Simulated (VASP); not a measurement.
## Run report: Zn$_{2}$Ga$_{2}$O$_{3}$, geometry relaxation (part 5 of 5)

The same run, continued: Zn$_{2}$Ga$_{2}$O$_{3}$ (P-3m1, 7 atoms in the cell); Kohn-Sham DFT of a periodic cell, PBE, VASP PAW PBE potentials, recommended, no spin polarisation (VASP 6.6.1); cutoff 520 eV, 3×3×3 k-mesh, Gaussian smearing of 0.15 eV. The structure was built on a prototype by a generator; it need not be a known phase.

Geometry of the input (Å; fractional positions):
```
5.2991  0.0000  0.0000
-2.6495  4.5891  0.0000
0.0000  0.0000  4.6820
Zn 0.0000  0.0000  0.0000
Zn 0.0000  0.0000  0.5000
Ga 0.3333  0.6667  0.3916
Ga 0.6667  0.3333  0.6084
O  0.5000  0.0000  0.0000
O  -0.0000  0.5000  0.0000
O  0.5000  0.5000  0.0000
```

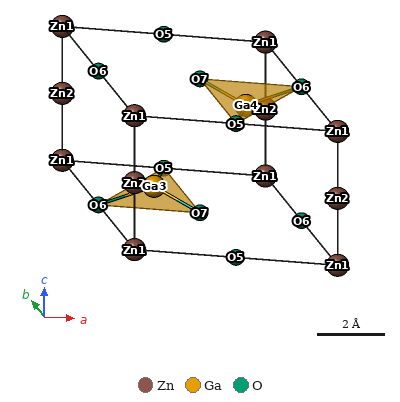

Figure 1. The geometry at step 15 of the log (polyhedral view of the cell of the calculation, seen at an oblique angle; polyhedra are completed across the faces of the cell; atoms are numbered from 1 in the order of the input).

### Trajectory as extended XYZ, continued
```
7
Lattice="5.4424 0.0000 -0.0000 -2.7212 4.7132 -0.0000 -0.0000 -0.0000 5.0169" Properties=species:S:1:pos:R:3:forces:R:3 step=10 energy=-25.91999
Zn    0.0000    0.0000    0.0000    0.0000   0.0000   0.0000
Zn    0.0000    0.0000    2.5084    0.0000   0.0000   0.0000
Ga    0.0000    3.1421    0.8798    0.0000   0.0000  -0.7587
Ga    2.7212    1.5711    4.1371    0.0000   0.0000   0.7587
O     2.7212    0.0000    0.0000    0.0000   0.0000   0.0000
O    -1.3606    2.3566    0.0000    0.0000   0.0000   0.0000
O     1.3606    2.3566    0.0000    0.0000   0.0000   0.0000
7
Lattice="6.0119 -0.0000 -0.0000 -3.0059 5.2064 -0.0000 -0.0000 -0.0000 4.5808" Properties=species:S:1:pos:R:3:forces:R:3 step=11 energy=-27.42685
Zn    0.0000    0.0000    4.5808    0.0000   0.0000   0.0000
Zn    0.0000    0.0000    2.2904    0.0000   0.0000   0.0000
Ga    0.0000    3.4709    0.4715    0.0000   0.0000  -0.9063
Ga    3.0059    1.7355    4.1093    0.0000   0.0000   0.9063
O     3.0059    0.0000    4.5808    0.0000   0.0000   0.0000
O    -1.5030    2.6032    4.5808    0.0000   0.0000   0.0000
O     1.5030    2.6032    4.5808    0.0000   0.0000   0.0000
7
Lattice="6.1874 -0.0000 -0.0000 -3.0937 5.3584 -0.0000 -0.0000 -0.0000 4.4464" Properties=species:S:1:pos:R:3:forces:R:3 step=12 energy=-27.38556
Zn    0.0000    0.0000    0.0000    0.0000   0.0000   0.0000
Zn    0.0000    0.0000    2.2232    0.0000   0.0000   0.0000
Ga    0.0000    3.5723    0.3490    0.0000   0.0000  -0.7613
Ga    3.0937    1.7861    4.0975    0.0000   0.0000   0.7613
O     3.0937    0.0000    0.0000    0.0000   0.0000   0.0000
O    -1.5468    2.6792    0.0000    0.0000   0.0000   0.0000
O     1.5468    2.6792    0.0000    0.0000   0.0000   0.0000
7
Lattice="6.0744 -0.0000 -0.0000 -3.0372 5.2605 -0.0000 -0.0000 -0.0000 4.5330" Properties=species:S:1:pos:R:3:forces:R:3 step=13 energy=-27.44962
Zn    0.0000    0.0000    0.0000    0.0000   0.0000   0.0000
Zn    0.0000    0.0000    2.2665    0.0000   0.0000   0.0000
Ga    0.0000    3.5070    0.4293    0.0000   0.0000  -0.9292
Ga    3.0372    1.7535    4.1037    0.0000   0.0000   0.9292
O     3.0372    0.0000    0.0000    0.0000   0.0000   0.0000
O    -1.5186    2.6303    0.0000    0.0000   0.0000   0.0000
O     1.5186    2.6303    0.0000    0.0000   0.0000   0.0000
7
Lattice="6.1436 -0.0000 -0.0000 -3.0718 5.3205 -0.0000 -0.0000 -0.0000 4.5373" Properties=species:S:1:pos:R:3:forces:R:3 step=14 energy=-27.53125
Zn    0.0000    0.0000    0.0000    0.0000   0.0000   0.0000
Zn    0.0000    0.0000    2.2686    0.0000   0.0000   0.0000
Ga    0.0000    3.5470    0.3550    0.0000   0.0000  -0.6835
Ga    3.0718    1.7735    4.1823    0.0000   0.0000   0.6835
O     3.0718    0.0000    0.0000    0.0000   0.0000   0.0000
O    -1.5359    2.6603    0.0000    0.0000   0.0000   0.0000
O     1.5359    2.6603    0.0000    0.0000   0.0000   0.0000
7
Lattice="6.1920 -0.0000 -0.0000 -3.0960 5.3624 -0.0000 -0.0000 -0.0000 4.5403" Properties=species:S:1:pos:R:3:forces:R:3 step=15 energy=-27.55685
Zn    0.0000    0.0000    4.5403    0.0000   0.0000   0.0000
Zn    0.0000    0.0000    2.2701    0.0000   0.0000   0.0000
Ga    0.0000    3.5749    0.3031    0.0000   0.0000  -0.5562
Ga    3.0960    1.7875    4.2372    0.0000   0.0000   0.5562
O     3.0960    0.0000    4.5403    0.0000   0.0000   0.0000
O    -1.5480    2.6812    4.5403    0.0000   0.0000   0.0000
O     1.5480    2.6812    4.5403    0.0000   0.0000   0.0000
7
Lattice="6.1405 -0.0000 -0.0000 -3.0702 5.3178 -0.0000 -0.0000 -0.0000 4.6110" Properties=species:S:1:pos:R:3:forces:R:3 step=16 energy=-27.69114
Zn    0.0000    0.0000    0.0000    0.0000   0.0000   0.0000
Zn    0.0000    0.0000    2.3055    0.0000   0.0000   0.0000
Ga    0.0000    3.5452    0.2538    0.0000   0.0000  -0.2512
Ga    3.0702    1.7726    4.3572    0.0000   0.0000   0.2512
O     3.0702    0.0000    0.0000    0.0000   0.0000   0.0000
O    -1.5351    2.6589    0.0000    0.0000   0.0000   0.0000
O     1.5351    2.6589    0.0000    0.0000   0.0000   0.0000
7
Lattice="6.1097 -0.0000 -0.0000 -3.0549 5.2912 -0.0000 -0.0000 -0.0000 4.6532" Properties=species:S:1:pos:R:3:forces:R:3 step=17 energy=-27.72565
Zn    0.0000    0.0000    4.6532    0.0000   0.0000   0.0000
Zn    0.0000    0.0000    2.3266    0.0000   0.0000   0.0000
Ga    0.0000    3.5275    0.2241    0.0000   0.0000  -0.0748
Ga    3.0549    1.7637    4.4291    0.0000   0.0000   0.0748
O     3.0549    0.0000    4.6532    0.0000   0.0000   0.0000
O    -1.5274    2.6456    4.6532    0.0000   0.0000   0.0000
O     1.5274    2.6456    4.6532    0.0000   0.0000   0.0000
7
Lattice="6.0963 -0.0000 -0.0000 -3.0482 5.2796 -0.0000 -0.0000 -0.0000 4.6716" Properties=species:S:1:pos:R:3:forces:R:3 step=18 energy=-27.73037
Zn    0.0000    0.0000    0.0000    0.0000   0.0000   0.0000
Zn    0.0000    0.0000    2.3358    0.0000   0.0000   0.0000
Ga    0.0000    3.5197    0.2111    0.0000   0.0000  -0.0257
Ga    3.0482    1.7599    4.4605    0.0000   0.0000   0.0257
O     3.0482    0.0000    0.0000    0.0000   0.0000   0.0000
O    -1.5241    2.6398    0.0000    0.0000   0.0000   0.0000
O     1.5241    2.6398    0.0000    0.0000   0.0000   0.0000
7
Lattice="6.1257 -0.0000 -0.0000 -3.0629 5.3050 -0.0000 -0.0000 -0.0000 4.7406" Properties=species:S:1:pos:R:3:forces:R:3 step=19 energy=-27.76476
Zn    0.0000    0.0000    4.7406    0.0000   0.0000   0.0000
Zn    0.0000    0.0000    2.3703    0.0000   0.0000   0.0000
Ga    0.0000    3.5367    0.1929    0.0000   0.0000  -0.0573
Ga    3.0629    1.7683    4.5478    0.0000   0.0000   0.0573
O     3.0629    0.0000    4.7406    0.0000   0.0000   0.0000
O    -1.5314    2.6525    4.7406    0.0000   0.0000   0.0000
O     1.5314    2.6525    4.7406    0.0000   0.0000   0.0000
7
Lattice="6.1549 -0.0000 -0.0000 -3.0775 5.3303 -0.0000 -0.0000 -0.0000 4.8092" Properties=species:S:1:pos:R:3:forces:R:3 step=20 energy=-27.77245
Zn    0.0000    0.0000    0.0000    0.0000   0.0000   0.0000
Zn    0.0000    0.0000    2.4046    0.0000   0.0000   0.0000
Ga    0.0000    3.5535    0.1745    0.0000   0.0000  -0.0775
Ga    3.0775    1.7768    4.6347    0.0000   0.0000   0.0775
O     3.0775    0.0000    0.0000    0.0000   0.0000   0.0000
O    -1.5387    2.6652    0.0000    0.0000   0.0000   0.0000
O     1.5387    2.6652    0.0000    0.0000   0.0000   0.0000
```

### Summary

- outcome: converged
- space group (tolerance 0.01 Å): P-3m1 (164)
- electrons treated: 68
- free energy: −27.7724 eV
- gap on the k-point mesh: none (metallic)
- pressure: −0.27 GPa
- final volume: 157.78 Å³
- largest force (length of the vector) at the end: 0.077 eV/Å
- final cell: a = 6.155 Å, b = 6.155 Å, c = 4.809 Å, α = 90.00°, β = 90.00°, γ = 120.00°
- hardware: 1 thread of Intel Xeon (Sapphire Rapids), 128 GiB of memory available, shared host
- wall time: 5.1 min
- peak memory: 0.18 GiB

The volume changed by more than 5 % on the plane waves of the start, so the result carries a basis error; a second relaxation from the end is advised.
